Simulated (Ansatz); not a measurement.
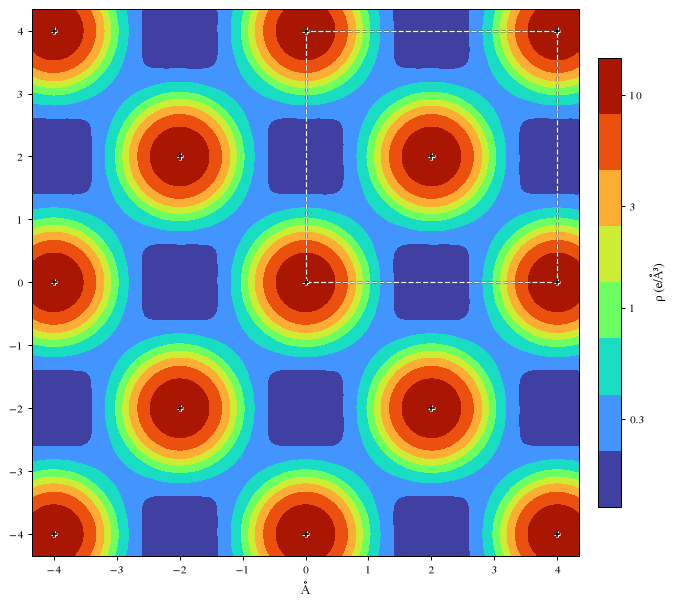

The valence pseudo-density on a plane through atoms (crosses mark nuclei in the plane).

Level of theory: Ansatz 0.2.0, DFT PBEsol, scalar-relativistic, plane waves, PAW.

Candidates:
A. Au, a = 4.00 Å, b = 4.00 Å, c = 4.00 Å, α = 90.00°, β = 90.00°, γ = 90.00°. Space group Fm-3m; changed on purpose from its base cell (volume × 0.94); computed pressure about 13 GPa in this cell; computed without spin polarisation.
B. Ti, a = 2.90 Å, b = 2.90 Å, c = 4.59 Å, α = 90.00°, β = 90.00°, γ = 120.00°. Space group P6₃/mmc; computed without spin polarisation.
C. Fe13Co3, a = 5.57 Å, b = 7.92 Å, c = 7.92 Å, α = 90.01°, β = 89.99°, γ = 90.00°. Space group Amm2; a generated structure, not necessarily the stable one; spin-polarised.

> Which system is this?

Candidate A: Au on the (100) plane of the conventional cell, which holds Au. Au–Au (2.83 Å): the density is about 0.31 e/Å³ at the midpoint.
